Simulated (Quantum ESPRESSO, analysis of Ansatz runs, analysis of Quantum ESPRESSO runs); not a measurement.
# Ga-H pair in Si: local vibrational mode against experiment (Quantum ESPRESSO), part 2 of 3

Subject: Ga-H pair in Si. Wanted: its local vibrational mode, in one set-up (PBE, GBRV 1.5 PBE, 64-site cell, PBE lattice, k: the zone centre alone, anharmonic cut along the mode). The model is a cell of 64 host atoms with Ga put on another atom's site and H put in between. The frequencies come from force constants among the defect atom and its neighbours, with the masses of the isotopes named.

Quantum ESPRESSO 7.5; PBE, GBRV 1.5 PBE, 64-site cell, PBE lattice, k: the zone centre alone, anharmonic cut along the mode.

So far: Set-up; Relaxation, charge 0.

### Step 2. Relaxation, charge 0 (continued)

Level of this step: Quantum ESPRESSO plane-wave DFT, PBE, GBRV 1.5 PBE potentials; relaxation of all atoms of a defect supercell (Quantum ESPRESSO).

Step by step:

```
step  energy less that of the first step (eV)
   0                                   0.0000
   1                                  -0.3118
   2                                  -0.5129
   3                                  -0.5979
   4                                  -0.6192
   5                                  -0.6377
   6                                  -0.6448
   7                                  -0.6472
   8                                  -0.6494
   9                                  -0.6509
  10                                  -0.6518
  11                                  -0.6526
  12                                  -0.6530
  13                                  -0.6534
  14                                  -0.6536
  15                                  -0.6538
  16                                  -0.6540
  17                                  -0.6541
```

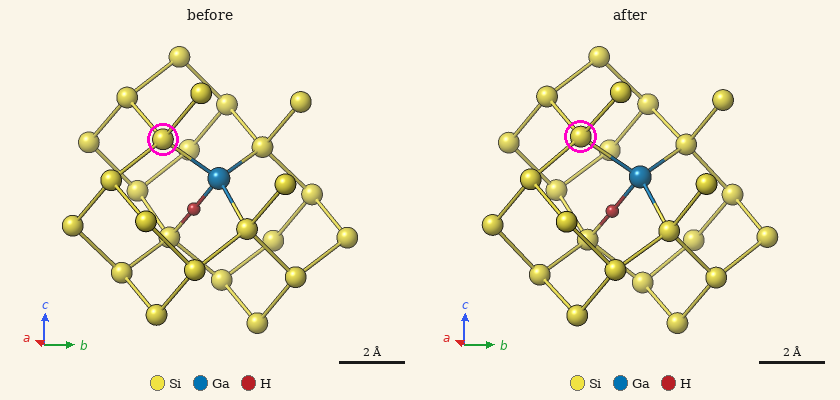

Before and after: the atoms that start within 5 Å of the centre. Si42, which moves most, is ringed if it is among them.

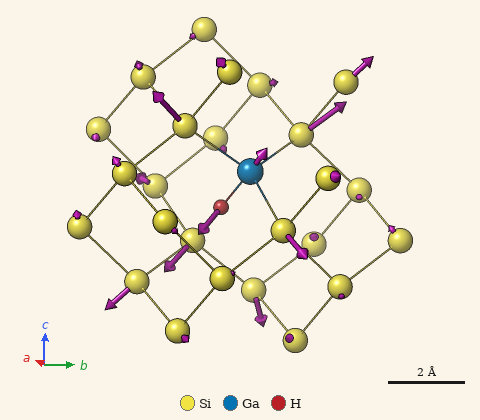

Displacements in the relaxation near the centre, exaggerated; the longest in the cell stands for 0.13 Å.

The atoms that moved most (Å):

| atom | dx | dy | dz | length |
| --- | --- | --- | --- | --- |
| Si42 | 0.094 | -0.062 | 0.071 | 0.133 |
| Si27 | -0.043 | 0.095 | 0.080 | 0.131 |
| Si49 | 0.073 | 0.068 | -0.067 | 0.120 |
| Si4 | -0.064 | -0.071 | -0.068 | 0.118 |
| H65 | -0.063 | -0.062 | -0.063 | 0.108 |
| Si6 | -0.058 | 0.015 | -0.075 | 0.096 |
| Si7 | 0.003 | -0.065 | -0.061 | 0.090 |
| Si31 | -0.011 | 0.053 | 0.054 | 0.076 |

The atoms nearest to the centre after the run:

```csv
atom,distance (Å)
H65,0.663
Ga8,1.085
Si4,2.162
Si42,2.728
Si49,2.730
Si27,2.732
Si5,3.501
Si7,3.503
Si6,3.508
```

Neighbours of the added atoms: H65: Si4 1.50, Ga8 1.75, Si6 3.02 Å.

### Step 3. Atom Si4 moved by 0.015 A along x

Force constants come from the forces after small displacements. One such run is shown.

This step: Quantum ESPRESSO plane-wave DFT, PBE, GBRV 1.5 PBE potentials; single point of a defect supercell.

File pw.in:

```
&CONTROL
  calculation = 'scf'
  prefix = 'pwscf'
  outdir = './tmp'
  pseudo_dir = './pseudo'
  tprnfor = .true.
  disk_io = 'low'
/
&SYSTEM
  ibrav = 0
  nat = 65
  ntyp = 3
  ecutwfc = 45
  ecutrho = 360
  nbnd = 140
  occupations = 'smearing'
  smearing = 'fd'
  degauss = 0.00073499
  nosym = .true.
/
&ELECTRONS
  conv_thr = 1d-10
  electron_maxstep = 100
  mixing_beta = 0.5
/
ATOMIC_SPECIES
Si    28.0850 si_pbe_v1.uspp.F.UPF
Ga    69.7230 ga_pbe_v1.4.uspp.F.UPF
H      1.0080 h_pbe_v1.4.uspp.F.UPF
CELL_PARAMETERS angstrom
  10.9364688678    0.0000000000    0.0000000000
   0.0000000000   10.9364688678    0.0000000000
   0.0000000000    0.0000000000   10.9364688678
ATOMIC_POSITIONS crystal
Si    -0.0021305010   -0.0020546911    0.2494508090
Si    -0.0024738070    0.2494218721   -0.0023674000
[... 1 atom line left out ...]
Si     0.2328898197    0.2318048745    0.2314242206
Si     0.1203376453    0.1204347396    0.3764525938
Si     0.1199799322    0.3764310607    0.1199708910
Si     0.3763348244    0.1202541266    0.1202267043
Ga     0.4028356861    0.4030643711    0.4030539206
[... 14 atom lines left out ...]
Si     0.3755227483    0.6261813744    0.1241215003
[... 3 atom lines left out ...]
Si     0.2448994142    0.5072502642    0.5073960721
[... 9 atom lines left out ...]
Si     0.6260982670    0.1240759533    0.3755925190
Si     0.6260887447    0.3755290995    0.1241864271
[... 3 atom lines left out ...]
Si     0.5070441797    0.2450848028    0.5071753408
[... 6 atom lines left out ...]
Si     0.5072796466    0.5073465899    0.2451848440
[... 15 atom lines left out ...]
H      0.3105844388    0.3121814230    0.3095180607
K_POINTS gamma
```

On the command line:

```sh
$ OMP_NUM_THREADS=1 pw.x -in pw.in > pw.out
```

What it wrote:

```text
[banner, memory and clock lines left out]
          URL

     gamma-point specific algorithms are used

     G-vector sticks info

     bravais-lattice index     =            0
     lattice parameter (alat)  =      20.6669  a.u.
     unit-cell volume          =    8827.3016 (a.u.)^3
     number of atoms/cell      =           65
     number of atomic types    =            3
     number of electrons       =       272.00
     number of Kohn-Sham states=          140
     kinetic-energy cutoff     =      45.0000  Ry
     charge density cutoff     =     360.0000  Ry
     scf convergence threshold =      1.0E-10
     mixing beta               =       0.5000
     number of iterations used =            8  plain     mixing
     Exchange-correlation=  SLA  PW   PBX  PBC
                           (   1   4   3   4   0   0   0)

     celldm(1)=  20.666931  celldm(2)=   0.000000  celldm(3)=   0.000000
     celldm(4)=   0.000000  celldm(5)=   0.000000  celldm(6)=   0.000000

     crystal axes: (cart. coord. in units of alat)
               a(1) = (   1.000000   0.000000   0.000000 )
               a(2) = (   0.000000   1.000000   0.000000 )
               a(3) = (   0.000000   0.000000   1.000000 )

     reciprocal axes: (cart. coord. in units 2 pi/alat)
               b(1) = (  1.000000  0.000000  0.000000 )
               b(2) = (  0.000000  1.000000  0.000000 )
               b(3) = (  0.000000  0.000000  1.000000 )

     PseudoPot. # 1 for Si read from file:
     si_pbe_v1.uspp.F.UPF
     Pseudo is Ultrasoft + core correction, Zval =  4.0
     Generated by new atomic code, or converted to UPF format
     Using radial grid of  899 points,  6 beta functions with:
                l(1) =   0
                l(2) =   0
                l(3) =   1
                l(4) =   1
                l(5) =   2
                l(6) =   2
     Q(r) pseudized with  8 coefficients,  rinner =    0.900   0.900   0.900
                                                       0.900   0.900

     PseudoPot. # 2 for Ga read from file:
     ga_pbe_v1.4.uspp.F.UPF
     Pseudo is Ultrasoft + core correction, Zval = 19.0
     Generated by new atomic code, or converted to UPF format
     Using radial grid of  871 points,  6 beta functions with:
                l(1) =   0
                l(2) =   0
                l(3) =   1
                l(4) =   1
                l(5) =   2
                l(6) =   2
     Q(r) pseudized with  8 coefficients,  rinner =    1.250   1.250   1.250
                                                       1.250   1.250

     PseudoPot. # 3 for H  read from file:
     h_pbe_v1.4.uspp.F.UPF
     Pseudo is Ultrasoft, Zval =  1.0
     Generated by new atomic code, or converted to UPF format
     Using radial grid of  615 points,  2 beta functions with:
                l(1) =   0
                l(2) =   0
     Q(r) pseudized with  8 coefficients,  rinner =    0.700

     atomic species   valence    mass     pseudopotential
     Si                4.00    28.08500     Si( 1.00)
     Ga               19.00    69.72300     Ga( 1.00)
     H                 1.00     1.00800     H ( 1.00)

     No symmetry found

   Cartesian axes

     site n.     atom                  positions (alat units)
         1        Si     tau(   1) = (  -0.0021305  -0.0020547   0.2494508  )
         2        Si     tau(   2) = (  -0.0024738   0.2494219  -0.0023674  )
         3        Si     tau(   3) = (   0.2492100  -0.0022336  -0.0021135  )
         4        Si     tau(   4) = (   0.2328898   0.2318049   0.2314242  )
         5        Si     tau(   5) = (   0.1203376   0.1204347   0.3764526  )
         6        Si     tau(   6) = (   0.1199799   0.3764311   0.1199709  )
         7        Si     tau(   7) = (   0.3763348   0.1202541   0.1202267  )
         8        Ga     tau(   8) = (   0.4028357   0.4030644   0.4030539  )
         9        Si     tau(   9) = (  -0.0001535  -0.0000773   0.7494887  )
        10        Si     tau(  10) = (  -0.0004210   0.2508189   0.5001898  )
        11        Si     tau(  11) = (   0.2508465  -0.0003189   0.5001015  )
[...]
60        Si     tau(  60) = (   0.7500821   0.7500733   0.7501405  )
        61        Si     tau(  61) = (   0.6249145   0.6250476   0.8750696  )
        62        Si     tau(  62) = (   0.6249214   0.8750031   0.6251315  )
        63        Si     tau(  63) = (   0.8750556   0.6250517   0.6250150  )
        64        Si     tau(  64) = (   0.8750452   0.8750824   0.8750955  )
        65        H      tau(  65) = (   0.3105844   0.3121814   0.3095181  )

     number of k points=     1  Fermi-Dirac smearing, width (Ry)=  0.0007
                       cart. coord. in units 2pi/alat
        k(    1) = (   0.0000000   0.0000000   0.0000000), wk =   2.0000000

     Dense  grid:   509179 G-vectors     FFT dimensions: ( 125, 125, 125)

     Smooth grid:   180047 G-vectors     FFT dimensions: (  90,  90,  90)

     Initial potential from superposition of free atoms

     starting charge     270.9577, renormalised to     272.0000
     Starting wfcs are  265 randomized atomic wfcs

     Self-consistent Calculation

     iteration #  1     ecut=    45.00 Ry     beta= 0.50
     Davidson diagonalization with overlap
[...]
total energy              =   -1020.51948514 Ry
     estimated scf accuracy    <       0.33652824 Ry

     iteration #  5     ecut=    45.00 Ry     beta= 0.50
     Davidson diagonalization with overlap
     ethr =  1.24E-04,  avg # of iterations =  2.0

     total energy              =   -1020.53601727 Ry
     estimated scf accuracy    <       0.05195739 Ry

     iteration #  6     ecut=    45.00 Ry     beta= 0.50
     Davidson diagonalization with overlap
     ethr =  1.91E-05,  avg # of iterations =  7.0

     total energy              =   -1020.54247368 Ry
     estimated scf accuracy    <       0.00981807 Ry

     iteration #  7     ecut=    45.00 Ry     beta= 0.50
     Davidson diagonalization with overlap
     ethr =  3.61E-06,  avg # of iterations = 19.0

     total energy              =   -1020.54325688 Ry
     estimated scf accuracy    <       0.00245384 Ry

     iteration #  8     ecut=    45.00 Ry     beta= 0.50
     Davidson diagonalization with overlap
     ethr =  9.02E-07,  avg # of iterations =  3.0

     total energy              =   -1020.54388542 Ry
     estimated scf accuracy    <       0.00022753 Ry

     iteration #  9     ecut=    45.00 Ry     beta= 0.50
     Davidson diagonalization with overlap
     ethr =  8.37E-08,  avg # of iterations =  3.0

     total energy              =   -1020.54391389 Ry
     estimated scf accuracy    <       0.00018493 Ry

     iteration # 10     ecut=    45.00 Ry     beta= 0.50
     Davidson diagonalization with overlap
     ethr =  6.80E-08,  avg # of iterations = 17.0

     total energy              =   -1020.54393004 Ry
     estimated scf accuracy    <       0.00003401 Ry

[...]
total energy              =   -1020.54393499 Ry
[...]
total energy              =   -1020.54393657 Ry
[...]
total energy              =   -1020.54393676 Ry
[...]
iteration # 14     ecut=    45.00 Ry     beta= 0.50
     Davidson diagonalization with overlap
     ethr =  5.04E-11,  avg # of iterations =  3.0

     total energy              =   -1020.54393682 Ry
     estimated scf accuracy    <       0.00000003 Ry

     iteration # 15     ecut=    45.00 Ry     beta= 0.50
     Davidson diagonalization with overlap
     ethr =  1.26E-11,  avg # of iterations =  4.0

     total energy              =   -1020.54393683 Ry
     estimated scf accuracy    <          5.4E-09 Ry

     iteration # 16     ecut=    45.00 Ry     beta= 0.50
     Davidson diagonalization with overlap
     ethr =  1.99E-12,  avg # of iterations =  6.0

     total energy              =   -1020.54393684 Ry
     estimated scf accuracy    <          1.1E-09 Ry

     iteration # 17     ecut=    45.00 Ry     beta= 0.50
     Davidson diagonalization with overlap
     ethr =  4.06E-13,  avg # of iterations =  5.0

     total energy              =   -1020.54393684 Ry
     estimated scf accuracy    <          3.1E-10 Ry

     iteration # 18     ecut=    45.00 Ry     beta= 0.50
     Davidson diagonalization with overlap
     ethr =  1.14E-13,  avg # of iterations =  3.0

     End of self-consistent calculation

          k = 0.0000 0.0000 0.0000 ( 22513 PWs)   bands (ev):

   -87.9834 -87.8329 -87.8328  -8.4120  -8.2808  -8.2803  -8.2208  -8.2205
    -5.7628  -4.7783  -4.7175  -4.7167  -4.6865  -4.6861  -4.6131  -3.9035
    -3.7864  -3.7844  -3.7719  -3.7708  -3.7550  -3.7482  -3.7479  -3.7447
    -3.7131  -3.7127  -3.6235  -3.5039  -3.4651  -3.4647  -3.3527  -1.8497
    -1.6987  -1.6956  -1.6689  -1.6683  -1.6583  -1.6043  -1.5618  -1.5591
    -1.5450  -1.5429  -1.5420  -1.5151  -1.5142  -1.5075  -1.4543  -1.4540
    -1.2831  -0.8649  -0.8302  -0.7695  -0.7686   0.4757   0.5833   0.5938
     0.5996   0.6176   0.6204   0.6206   0.6293   0.6298   0.7176   0.7181
     0.7656   1.8218   2.2239   2.2243   2.2621   2.2683   2.2805   2.2812
     2.2819   2.3251   2.3264   2.3395   2.3404   2.3426   2.3557   2.3564
     2.3727   2.3741   2.3806   2.3823   2.4030   2.4041   2.4041   2.4976
     2.5354   2.5396   2.5542   2.5550   2.6718   2.7191   2.7202   3.1948
     3.2661   3.2679   3.2837   3.3404   3.3411   4.0850   4.1559   4.1616
     4.2088   4.2126   4.2135   4.2135   4.2145   4.2300   4.2306   4.3342
     4.3359   4.6460   4.7101   4.7129   4.7366   4.7564   4.7624   4.7629
     4.7739   4.7913   4.7952   4.8153   4.8162   4.8480   4.8634   4.8648
     4.8975   4.9015   4.9136   5.2555   5.2560   6.0453   6.1314   6.1338
     6.7219   6.7378   6.8420   6.8443

     the Fermi energy is     6.3875 ev

!    total energy              =   -1020.54393684 Ry
     estimated scf accuracy    <          5.9E-11 Ry
     smearing contrib. (-TS)   =      -0.00000000 Ry
     internal energy E=F+TS    =   -1020.54393684 Ry

     The total energy is F=E-TS. E is the sum of the following terms:
     one-electron contribution =    -381.04713811 Ry
     hartree contribution      =     310.77124566 Ry
     xc contribution           =    -320.71558768 Ry
     ewald contribution        =    -629.55245670 Ry

     convergence has been achieved in  18 iterations

     Forces acting on atoms (cartesian axes, Ry/au):

     atom    1 type  1   force =     0.00002126    0.00008306   -0.00016317
     atom    2 type  1   force =     0.00007391   -0.00023682    0.00014778
     atom    3 type  1   force =    -0.00044585    0.00015321    0.00006269
     atom    4 type  1   force =    -0.00944356   -0.00097388   -0.00078672
     atom    5 type  1   force =     0.00172261    0.00081264   -0.00150208
     atom    6 type  1   force =     0.00164104   -0.00158072    0.00078099
     atom    7 type  1   force =     0.00272627   -0.00169258   -0.00159754
     atom    8 type  2   force =     0.00043607    0.00035020    0.00033928
     atom    9 type  1   force =     0.00014033    0.00002960   -0.00007616
     atom   10 type  1   force =    -0.00002511    0.00016486   -0.00020579
[...]
atom   61 type  1   force =     0.00012265    0.00010240    0.00017428
     atom   62 type  1   force =     0.00009163    0.00008899   -0.00002195
     atom   63 type  1   force =     0.00005482   -0.00000565    0.00012842
     atom   64 type  1   force =     0.00009398    0.00010849    0.00003669
     atom   65 type  3   force =     0.00287940    0.00275706    0.00253753

     Total force =     0.011884     Total SCF correction =     0.000015
```

Wall time 7 min (1 thread of Arm Neoverse V2, shared host); peak memory 3.6 GiB.

### Step 4. Local vibrational modes

Analysis of the runs above: force constants by central differences of Quantum ESPRESSO plane-wave DFT, PBE, GBRV 1.5 PBE potentials forces among the atoms nearest to a defect, the others at rest.

The modes with the largest weight on the probed atoms (the light atom of a pair), for the masses of each isotope. Modes of the displaced atoms (local only where they lie over the host's phonons):

| isotopes | mode (cm⁻¹) | share of the defect atoms |
| --- | --- | --- |
| H | 2254 | 0.981 |
| H | 160.9 | 0.686 |
| H | 106.6 | 0.596 |
| D | 1609 | 0.962 |
| D | 112.5 | 0.603 |
| D | 83.6 | 0.789 |

(Continued in part 3 of 3.)

[Logs are printed without paths, hosts, clocks, repeated set-up lines and the standing remarks that a program may print on its own settings, such as how far it seeks lower states.]

[Hosts, paths, dates, database ids (printed as entryN), source tags and the programs' standing remarks are cut or masked in the printed files.]

[For some hosts the program warned that the k-mesh of the response run may be too coarse for force constants and the static dielectric constant; such warnings are not shown here.]
